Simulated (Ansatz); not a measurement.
## AlNi$_{3}$: geometry relaxation (part 1 of 2)

- system: AlNi$_{3}$ (interface cell, 24 atoms in the cell)
- method: DFT PBE, scalar-relativistic, plane waves, PAW (Ansatz 0.2.0)

The structure derives from a Materials Project entry. The run did not end well. It belongs to a series of runs on one base structure; here: antiphase boundary on (1 1 1), shift by [0.5, 0.5, 0] of the cube. Figures and captions count atoms from 1; the log counts them from 0 in places.

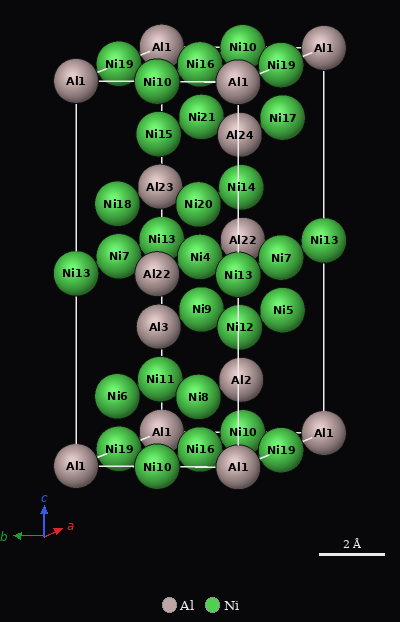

Fig. 1: The starting structure (spheres-only view of the cell of the calculation, seen at an oblique angle; atoms are numbered from 1 in the order of the input). An atom can appear more than once, as a periodic image.

### Outcome

| quantity | value |
| --- | --- |
| outcome | stopped at the time limit |
| hardware | 4 threads of Intel Xeon @ 2.50GHz (Skylake/Cascade Lake), 189 GiB of memory available, shared host |
| wall time | 44 min (CPU time 2.8 h) |
| peak memory | 7.7 GiB |

The run was cut off by its time limit, so the output is incomplete.

### The input
```yaml
crystal:
  lattice:
    - [5.0440456858, 0.0, 0.0]
    - [-2.5220228429, 4.3682717018, 0.0]
    - [0.0, 0.0, 12.3553381696]
  atoms:
    - { symbol: Al, position: [0.0, 0.0, 0.0] }
    - { symbol: Al, position: [0.6666666667, 0.3333333333, 0.1666666667] }
    - { symbol: Al, position: [0.3333333333, 0.6666666667, 0.3333333333] }
    - { symbol: Ni, position: [0.5, 0.5, 0.5], spin: 0.3 }
    - { symbol: Ni, position: [0.8333333333, 0.1666666667, 0.3333333333], spin: 0.3 }
    - { symbol: Ni, position: [0.1666666667, 0.8333333333, 0.1666666667], spin: 0.3 }
    - { symbol: Ni, position: [0.5, 0.0, 0.5], spin: 0.3 }
    - { symbol: Ni, position: [0.1666666667, 0.3333333333, 0.1666666667], spin: 0.3 }
    - { symbol: Ni, position: [0.8333333333, 0.6666666667, 0.3333333333], spin: 0.3 }
    - { symbol: Ni, position: [0.0, 0.5, 0.0], spin: 0.3 }
    - { symbol: Ni, position: [0.6666666667, 0.8333333333, 0.1666666667], spin: 0.3 }
    - { symbol: Ni, position: [0.3333333333, 0.1666666667, 0.3333333333], spin: 0.3 }
    - { symbol: Ni, position: [0.0, 0.0, 0.5], spin: 0.3 }
    - { symbol: Ni, position: [0.6666666667, 0.3333333333, 0.6666666667], spin: 0.3 }
    - { symbol: Ni, position: [0.3333333333, 0.6666666667, 0.8333333333], spin: 0.3 }
    - { symbol: Ni, position: [0.5, 0.5, 0.0], spin: 0.3 }
    - { symbol: Ni, position: [0.8333333333, 0.1666666667, 0.8333333333], spin: 0.3 }
    - { symbol: Ni, position: [0.1666666667, 0.8333333333, 0.6666666667], spin: 0.3 }
    - { symbol: Ni, position: [0.5, 0.0, 0.0], spin: 0.3 }
    - { symbol: Ni, position: [0.1666666667, 0.3333333333, 0.6666666667], spin: 0.3 }
    - { symbol: Ni, position: [0.8333333333, 0.6666666667, 0.8333333333], spin: 0.3 }
    - { symbol: Al, position: [0.0, 0.5, 0.5] }
    - { symbol: Al, position: [0.6666666667, 0.8333333333, 0.6666666667] }
    - { symbol: Al, position: [0.3333333333, 0.1666666667, 0.8333333333] }
basis:
  ecutwfc: 420
kpoints:
  mp_grid: { grid: [12, 12, 3] }
hamiltonian:
  xc: pbe
scf:
  occupations: { method: gaussian, width: 0.1 }
  lower_state_search: "off"
output:
  forces: true
  stress: true
  eigenvalues: true
  populations: true
magnetization:
  spin_polarized: true
relax:
  adjacent_minimum: "off"
  f_tol: 0.02
  max_steps: 45
  cell: { fix: [a, b, alpha, beta, gamma], stress_tol: 0.1 }
```

Launch command:
```bash
ansatz run input.yaml --threads 4 --pin off --max-ram 11264MiB --backend cpu --events-out ev --progress --plain --runs-dir out
```

### The program's output
```
Engine: ansatz 0.2.0, x86_64-unknown-linux-gnu
Pseudopotentials: kind: paw
Pseudopotential: Al, paw, valence charge 3, recommended cutoff 420 eV (normal), Al.paw.azcp
Pseudopotential: Ni, paw, valence charge 18, recommended cutoff 420 eV (normal), Ni.paw.azcp
Functional definition: PBE
  parameter kappa = 0.804
  parameter beta = 0.06672455060314922
  exchange = pbe_x(kappa = kappa, mu = beta*pi^2/3)
  correlation = pbe_c(beta = beta)
Crystal: 24 atoms, lattice volume = 272.235 Å³
Basis set: ecut = 420 eV, 5387 PW (Γ), exchange–correlation on 72×72×180 points (8 copies of the dense FFT grid, shifted against one another)
Bands: 209, of which v1, the nominal top of the filled ones, is band 171 counted from 1 (170 counted from 0)
Symmetry: 8 space group operations
Space group: C2/m (ITA 12), of the structure as read, at distance tolerance 6.5e-5 Å
Magnetic group: BNS 12.58 (UNI 65), of the structure as read, at distance tolerance 6.5e-5 Å
k-points: 121 of 432
Non-local potential: Al, projectors of the file, l = 0: 2, l = 1: 2, l = 2: 1
Non-local potential: Ni, projectors of the file, l = 0: 3, l = 1: 2, l = 2: 3, l = 3: 1
PAW form: soft (Blöchl's): semilocal exchange-correlation on the pseudo side does not see the compensation charge
PAW one-centre angular grid: Al, 110 points (default); XC on 64 Gauss nodes
PAW one-centre angular grid: Ni, 590 points (default); XC on 64 Gauss nodes
Initial density: superposition of atomic densities (chi_scale 0.1, normalization cell)
Starting moments: Σ|m| = 5.4 μB on 18 of 24 sites
Initial wavefunctions: pseudopotential atomic-orbital guess
Functional: x = pbe(κ = 0.804, μ = 0.2195149727645171), c = pbe(β = 0.06672455060314922)
SCF iter   1: F=—  HF=-108352.211578 eV  |F-HF|=—  |Δ(HF+E_count)|=         —  Δρ=5.52e-2 (↑2.91e-2 ↓5.52e-2)  dr2=1.64e1  dr2_m=5.50e-1  M=2.533 μB ∫|m|=2.943 μB  β_m=0.30  ethr=3.10e-3  ⟨swp⟩=5.0  Hψ=167364  notcnv=0  defer=1631
preconditioner: auto → Kerker (q_TF=auto, 2.834 Å⁻¹)  [metal: Δε(μ)=0.001 eV  Ē_g=7.481 eV  σ=0.100 eV  W_gap=0.00  n_scr=94 (ndim 8)  ℏωp=31.7 eV  f_vac=0.000  D(μ)=19.42/eV (n_scr^D=212)]
spin=Collinear: Kerker preconditioning applied to the charge; magnetization (m = ρ↑ − ρ↓) channel mixes plain (no charge-response kernel on spin).
SCF iter   2: F=—  HF=-108350.935108 eV  |F-HF|=—  |Δ(HF+E_count)|=    1.28e0  Δρ=2.00e-2 (↑1.66e-2 ↓2.00e-2)  dr2=3.61e0  dr2_m=1.42e-1  M=2.932 μB ∫|m|=3.365 μB  β_m=0.30  ethr=3.10e-3  ⟨swp⟩=2.8  Hψ=78868  notcnv=0  defer=6762
SCF iter   3: F=—  HF=-108350.602699 eV  |F-HF|=—  |Δ(HF+E_count)|=   3.32e-1  Δρ=3.06e-2 (↑1.78e-2 ↓3.06e-2)  dr2=6.42e0  dr2_m=2.05e-1  M=2.593 μB ∫|m|=3.086 μB  β_m=0.30  ethr=1.05e-3  ⟨swp⟩=2.1  Hψ=63996  notcnv=0  defer=6762
SCF iter   4: F=—  HF=-108350.126045 eV  |F-HF|=—  |Δ(HF+E_count)|=   4.77e-1  Δρ=1.61e-2 (↑1.13e-2 ↓1.61e-2)  dr2=2.37e0  dr2_m=5.94e-2  M=2.660 μB ∫|m|=3.152 μB  β_m=0.30  ethr=1.05e-3  ⟨swp⟩=2.1  Hψ=57903  notcnv=0  defer=6760
SCF iter   5: F=—  HF=-108349.372464 eV  |F-HF|=—  |Δ(HF+E_count)|=   7.54e-1  Δρ=1.08e-2 (↑1.08e-2 ↓8.18e-3)  dr2=5.40e-1  dr2_m=1.80e-2  M=2.821 μB ∫|m|=3.334 μB  β_m=0.30  ethr=6.94e-4  ⟨swp⟩=2.2  Hψ=83163  notcnv=0  defer=6630
SCF iter   6: F=—  HF=-108349.410253 eV  |F-HF|=—  |Δ(HF+E_count)|=   3.78e-2  Δρ=8.85e-3 (↑8.85e-3 ↓5.93e-3)  dr2=3.22e-1  dr2_m=1.07e-2  M=2.793 μB ∫|m|=3.328 μB  β_m=0.30  ethr=1.58e-4  ⟨swp⟩=2.0  Hψ=48101  notcnv=0  defer=6593
SCF iter   7: F=—  HF=-108349.463417 eV  |F-HF|=—  |Δ(HF+E_count)|=   5.32e-2  Δρ=5.21e-3 (↑5.21e-3 ↓2.99e-3)  dr2=1.01e-1  dr2_m=7.51e-3  M=2.762 μB ∫|m|=3.319 μB  β_m=0.30  ethr=9.41e-5  ⟨swp⟩=2.0  Hψ=45973  notcnv=0  defer=6593
SCF iter   8: F=—  HF=-108349.460097 eV  |F-HF|=—  |Δ(HF+E_count)|=   3.32e-3  Δρ=2.37e-3 (↑2.17e-3 ↓2.37e-3)  dr2=2.55e-2  dr2_m=6.18e-3  M=2.737 μB ∫|m|=3.309 μB  β_m=0.30  ethr=2.96e-5  ⟨swp⟩=2.6  Hψ=58169  notcnv=0  defer=6593
SCF iter   9: F=—  HF=-108349.455366 eV  |F-HF|=—  |Δ(HF+E_count)|=   4.73e-3  Δρ=1.60e-3 (↑1.60e-3 ↓1.35e-3)  dr2=6.91e-3  dr2_m=3.57e-3  M=2.724 μB ∫|m|=3.305 μB  β_m=0.30  ethr=7.45e-6  ⟨swp⟩=1.1  Hψ=44111  notcnv=0  defer=6593
SCF iter  10: F=—  HF=-108349.455542 eV  |F-HF|=—  |Δ(HF+E_count)|=   1.76e-4  Δρ=1.77e-3 (↑8.41e-4 ↓1.77e-3)  dr2=4.84e-3  dr2_m=2.74e-3  M=2.698 μB ∫|m|=3.285 μB  β_m=0.30  ethr=2.02e-6  ⟨swp⟩=2.0  Hψ=66717  notcnv=0  defer=6593
SCF iter  11: F=—  HF=-108349.457037 eV  |F-HF|=—  |Δ(HF+E_count)|=   1.50e-3  Δρ=9.21e-4 (↑9.21e-4 ↓8.14e-4)  dr2=2.47e-4  dr2_m=1.72e-3  M=2.696 μB ∫|m|=3.288 μB  β_m=0.30  ethr=1.42e-6  ⟨swp⟩=2.1  Hψ=59421  notcnv=0  defer=6593
SCF iter  12: F=—  HF=-108349.457047 eV  |F-HF|=—  |Δ(HF+E_count)|=   1.02e-5  Δρ=7.02e-4 (↑7.02e-4 ↓6.98e-4)  dr2=6.51e-5  dr2_m=1.20e-3  M=2.689 μB ∫|m|=3.284 μB  β_m=0.30  ethr=7.21e-8  ⟨swp⟩=2.0  Hψ=66544  notcnv=0  defer=6593
SCF iter  13: F=—  HF=-108349.456940 eV  |F-HF|=—  |Δ(HF+E_count)|=   1.07e-4  Δρ=5.99e-4 (↑5.84e-4 ↓5.99e-4)  dr2=1.38e-5  dr2_m=8.65e-4  M=2.686 μB ∫|m|=3.284 μB  β_m=0.30  ethr=1.90e-8  ⟨swp⟩=2.0  Hψ=65474  notcnv=0  defer=6593
SCF iter  14: F=—  HF=-108349.457039 eV  |F-HF|=—  |Δ(HF+E_count)|=   9.87e-5  Δρ=5.07e-4 (↑5.07e-4 ↓4.85e-4)  dr2=1.28e-5  dr2_m=6.11e-4  M=2.684 μB ∫|m|=3.284 μB  β_m=0.30  ethr=4.02e-9  ⟨swp⟩=2.0  Hψ=69209  notcnv=0  defer=6593
SCF iter  15: F=—  HF=-108349.457110 eV  |F-HF|=—  |Δ(HF+E_count)|=   7.15e-5  Δρ=4.30e-4 (↑4.19e-4 ↓4.30e-4)  dr2=1.40e-6  dr2_m=4.49e-4  M=2.682 μB ∫|m|=3.284 μB  β_m=0.30  ethr=3.73e-9  ⟨swp⟩=2.0  Hψ=67831  notcnv=0  defer=6593
SCF iter  16: F=—  HF=-108349.457155 eV  |F-HF|=—  |Δ(HF+E_count)|=   4.51e-5  Δρ=3.83e-4 (↑3.53e-4 ↓3.83e-4)  dr2=3.67e-6  dr2_m=3.37e-4  M=2.682 μB ∫|m|=3.285 μB  β_m=0.30  ethr=4.10e-10  ⟨swp⟩=2.0  Hψ=83317  notcnv=0  defer=6593
SCF iter  17: F=—  HF=-108349.457187 eV  |F-HF|=—  |Δ(HF+E_count)|=   3.16e-5  Δρ=3.23e-4 (↑3.12e-4 ↓3.23e-4)  dr2=1.02e-6  dr2_m=2.51e-4  M=2.681 μB ∫|m|=3.285 μB  β_m=0.30  ethr=4.10e-10  ⟨swp⟩=2.0  Hψ=74858  notcnv=0  defer=6593
Mixer restart at iter 17: flushing history
spin-set hold released at iteration 17 (site moments' squared step at or under half its running peak, from the soft ceiling on): the magnetisation degrees of freedom join the quasi-Newton model from the next iteration; the mixer history was flushed
SCF iter  18: F=—  HF=-108349.457210 eV  |F-HF|=—  |Δ(HF+E_count)|=   2.32e-5  Δρ=2.82e-4 (↑2.73e-4 ↓2.82e-4)  dr2=1.01e-6  dr2_m=1.92e-4  M=2.682 μB ∫|m|=3.286 μB  β_m=0.34  ethr=2.97e-10  ⟨swp⟩=2.0  Hψ=70489  notcnv=0  defer=6593
SCF iter  19: F=—  HF=-108349.457266 eV  |F-HF|=—  |Δ(HF+E_count)|=   5.56e-5  Δρ=1.99e-4 (↑1.69e-4 ↓1.99e-4)  dr2=9.58e-5  dr2_m=6.11e-5  M=2.685 μB ∫|m|=3.291 μB  β_m=0.56  ethr=2.96e-10  ⟨swp⟩=2.2  Hψ=86426  notcnv=0  defer=6593
SCF iter  20: F=—  HF=-108349.457349 eV  |F-HF|=—  |Δ(HF+E_count)|=   8.35e-5  Δρ=1.43e-4 (↑1.32e-4 ↓1.43e-4)  dr2=1.09e-4  dr2_m=2.02e-5  M=2.689 μB ∫|m|=3.298 μB  β_m=0.78  ethr=2.96e-10  ⟨swp⟩=2.9  Hψ=98542  notcnv=0  defer=6593
SCF iter  21: F=—  HF=-108349.457351 eV  |F-HF|=—  |Δ(HF+E_count)|=   1.74e-6  Δρ=1.20e-4 (↑4.15e-5 ↓1.20e-4)  dr2=3.25e-5  dr2_m=1.07e-5  M=2.695 μB ∫|m|=3.304 μB  β_m=0.89  ethr=2.96e-10  ⟨swp⟩=2.0  Hψ=86308  notcnv=0  defer=6593
SCF iter  22: F=—  HF=-108349.457376 eV  |F-HF|=—  |Δ(HF+E_count)|=   2.47e-5  Δρ=2.63e-4 (↑2.18e-4 ↓2.63e-4)  dr2=4.92e-4  dr2_m=6.21e-6  M=2.699 μB ∫|m|=3.309 μB  β_m=0.61  ethr=2.96e-10  ⟨swp⟩=3.3  Hψ=105059  notcnv=0  defer=6593  recentre
SCF iter  23: F=—  HF=-108349.457358 eV  |F-HF|=—  |Δ(HF+E_count)|=   1.81e-5  Δρ=9.97e-5 (↑9.97e-5 ↓9.43e-5)  dr2=6.47e-5  dr2_m=2.04e-6  M=2.702 μB ∫|m|=3.313 μB  β_m=0.44  ethr=2.96e-10  ⟨swp⟩=3.2  Hψ=96773  notcnv=0  defer=6593
SCF iter  24: F=—  HF=-108349.457352 eV  |F-HF|=—  |Δ(HF+E_count)|=   5.65e-6  Δρ=2.22e-5 (↑2.22e-5 ↓1.83e-5)  dr2=2.38e-7  dr2_m=9.41e-7  M=2.707 μB ∫|m|=3.318 μB  β_m=0.72  ethr=2.96e-10  ⟨swp⟩=2.0  Hψ=85696  notcnv=0  defer=6593
SCF iter  25: F=—  HF=-108349.457353 eV  |F-HF|=—  |Δ(HF+E_count)|=   1.31e-6  Δρ=1.66e-5 (↑1.66e-5 ↓1.13e-5)  dr2=8.41e-7  dr2_m=2.45e-7  M=2.713 μB ∫|m|=3.327 μB  β_m=0.86  ethr=6.97e-11  ⟨swp⟩=2.0  Hψ=83635  notcnv=0  defer=6593
SCF iter  26: F=—  HF=-108349.457355 eV  |F-HF|=—  |Δ(HF+E_count)|=   1.95e-6  Δρ=6.68e-5 (↑5.17e-5 ↓6.68e-5)  dr2=2.95e-5  dr2_m=2.40e-7  M=2.716 μB ∫|m|=3.331 μB  β_m=0.52  ethr=6.97e-11  ⟨swp⟩=2.0  Hψ=86039  notcnv=0  defer=6593  recentre
iter 27 did not close the SCF: its close was put off for a magnetic moment that had not settled (scf_convergence_deferred on its scf_iter line)
SCF iter  27: F=-108349.457354 eV  HF=-108349.457354 eV  |F-HF|=6.16e-8  |Δ(HF+E_count)|=   1.63e-6  Δρ=6.32e-6 (↑2.62e-6 ↓6.32e-6)  dr2=9.69e-8  dr2_m=2.77e-8  M=2.719 μB ∫|m|=3.335 μB  β_m=0.76  ethr=2.92e-11  ⟨swp⟩=8.3  Hψ=270846  notcnv=0
iter 28 did not close the SCF: its close was put off for a magnetic moment that had not settled (scf_convergence_deferred on its scf_iter line)
SCF iter  28: F=-108349.457354 eV  HF=-108349.457354 eV  |F-HF|=6.62e-8  |Δ(HF+E_count)|=   2.82e-8  Δρ=3.67e-6 (↑2.83e-6 ↓3.67e-6)  dr2=7.32e-8  dr2_m=5.16e-9  M=2.719 μB ∫|m|=3.335 μB  β_m=0.88  ethr=2.83e-11  ⟨swp⟩=2.0  Hψ=144565  notcnv=0
SCF iter  29: F=—  HF=-108349.457354 eV  |F-HF|=—  |Δ(HF+E_count)|=   6.71e-9  Δρ=5.84e-6 (↑3.16e-6 ↓5.84e-6)  dr2=2.03e-7  dr2_m=4.85e-9  M=2.719 μB ∫|m|=3.336 μB  β_m=0.59  ethr=2.14e-11  ⟨swp⟩=2.0  Hψ=65022  notcnv=0  recentre
SCF iter  30: F=-108349.457354 eV  HF=-108349.457354 eV  |F-HF|=7.61e-8  |Δ(HF+E_count)|=   4.70e-9  Δρ=3.69e-6 (↑2.50e-6 ↓3.69e-6)  dr2=7.75e-8  dr2_m=3.10e-9  M=2.719 μB ∫|m|=3.336 μB  ethr=2.14e-11  ⟨swp⟩=2.0  Hψ=136552  notcnv=0
SCF 1 converged in 30 iterations: F = -108349.457354 eV  dr2 = 7.75e-8
  greatest PAW one-centre occupation: 1.001 electrons in one spin orbital (limit 2), on the Ni atom at site 14 (counted from 0), in its partial waves of l = 1
relax step   1: F+E_penalty+E_count = -108349.45735373 eV  Δ(F+E_penalty+E_count) = +0.000e0 eV  max|allowed force component| = 9.264e-1 eV/Å  Δτ_max = 0.0000 Å  P = +0.550 GPa  Ω = 272.235 Å³  fix = [a, b, alpha, beta, gamma]  reactions: a +0.299, b +0.303 GPa; beta +2.808, gamma +0.002 GPa/rad  (30 SCF iters, dr2 threshold 1.00e-7 eV, accepted)
Crystal: 24 atoms, lattice volume = 272.645 Å³
Initial density: handed on by an earlier stage of this run
Starting moments: Σ|m| = 5.4 μB on 18 of 24 sites; this step starts from the density that it was given
Initial wavefunctions: those handed on with the density
iter 1 solved again at ethr=1.08e-5 eV; its pass at ethr=3.10e-3 eV (dr2=3.69e-2 eV) is discarded
```
